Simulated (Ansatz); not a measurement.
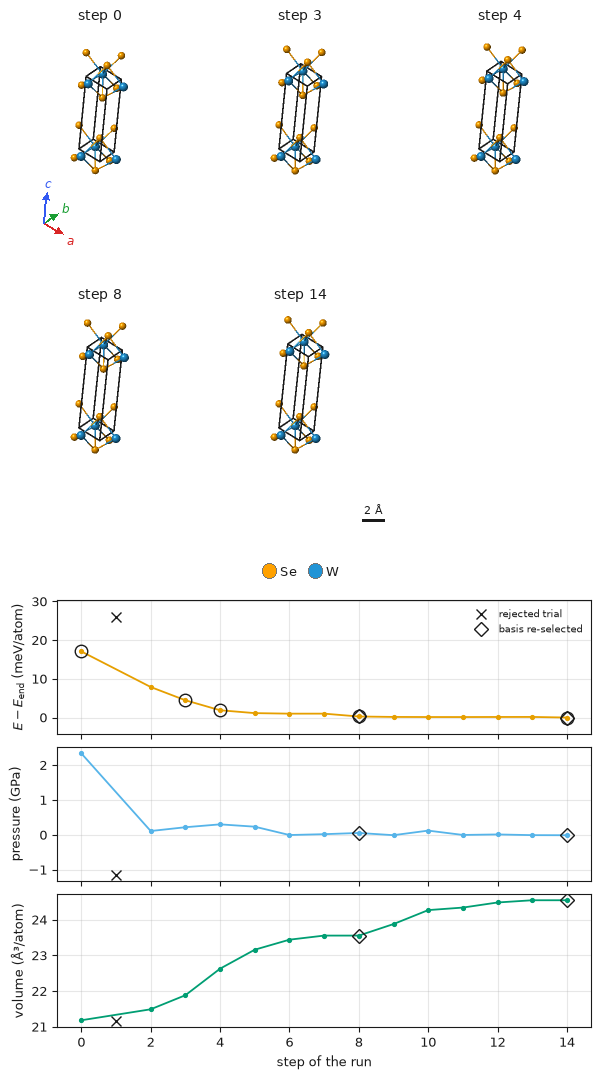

Frames of a relaxation of solid WSe$_{2}$ (a generated structure, set up in R3m), marked on the history of the run. Style: ball-and-stick. Shown: the cell of the calculation, slightly off an axis.

The calculation used Ansatz 0.2.0, DFT, PAW plane waves, PBE.

Input
```yaml
crystal:
  lattice:
    - [3.34335, 0.0, 0.0]
    - [-1.671675, 2.895431, 0.0]
    - [-1.671675, 0.965144, 6.564829]
  atoms:
    - { symbol: Se, position: [0.7497, 0.2503, 0.249] }
    - { symbol: W, position: [0.3333, 0.6667, 0.0] }
    - { symbol: Se, position: [0.5833, 0.4167, 0.75] }
  symmetry: { tolerance: 0.0003 }
kpoints:
  mp_grid: { grid: [6, 6, 6], shift: [0, 0, 0] }
magnetization:
  spin_polarized: false
scf:
  occupations: { method: cold, width: 0.2744 }
hamiltonian:
  pseudopotentials: { kind: paw }
  xc: pbe
basis:
  ecutwfc: 420
  ecutrho_ratio: 8
output:
  forces: true
  stress: true
  eigenvalues: true
relax:
  max_steps: 40
  cell: {}
```

Launched with:
```bash
ansatz run input.yaml --threads 1 --pin off --max-ram 2560MiB --backend cpu --events-out ev --progress --plain --runs-dir out
```

Q: What happens along the run?

A: The largest moves relative to the cell, 0.25 Å, are those of Se1 and Se3. Se3 goes along [1 −1 3]. W stays in place. The drawn cell changes as follows: a = b 3.343 → 3.320 Å (−0.7 %), c 6.843 → 7.947 Å (+16.1 %), α 75.9° → 77.9°, β 104.1° → 102.1°; the volume changes by +15.9 %. Near-neighbour distances that change, for instance: Se1–W2 2.529 → 2.548 Å. The space group stays R3m (No. 160). After 11 accepted moves (14 points after the start) the energy has fallen by 17.1 meV per atom. Largest force component: 0.54 eV/Å at the start, 0.0062 eV/Å at the end. Pressure: 2.34 GPa at the start and −0.01 GPa at the end. The line search rejected the trial step at point 1 of the run. At 2 points the geometry stayed and the basis and grid were re-selected for the new cell (energy shift of 0.7 meV per atom at most each time). From step 0 to 3: Se3 moves most (0.04 Å), volume +3.3 %, energy −12.6 meV per atom. From step 3 to 4: Se atoms move most (0.06 Å), volume +3.4 %, energy −2.6 meV per atom. From step 4 to 8: Se atoms move most (0.07 Å), volume +4.1 %, energy −1.6 meV per atom. From step 8 to 14: Se atoms move most (0.07 Å), volume +4.2 %, energy −0.3 meV per atom.

```csv
step,"E − E(0), meV/atom","largest force component, eV/Å","pressure, GPa","volume, Å³/atom",note
0,0.00,0.5435,2.34,21.183,
1,9.01,0.8547,-1.13,21.151,rejected
2,-9.19,0.0252,0.11,21.491,
3,-12.62,0.0296,0.22,21.885,
4,-15.20,0.0407,0.30,22.629,
5,-15.95,0.0379,0.24,23.160,
6,-16.08,0.0027,0.00,23.441,
7,-16.08,0.0044,0.02,23.556,
8,-16.82,0.0037,0.06,23.556,"same geometry, new basis"
9,-16.93,0.0047,-0.01,23.879,
10,-16.96,0.0177,0.12,24.270,
11,-16.96,0.0016,0.00,24.340,
12,-16.94,0.0070,0.01,24.483,
13,-16.93,0.0061,-0.01,24.546,
14,-17.09,0.0062,-0.01,24.546,"same geometry, new basis"
```
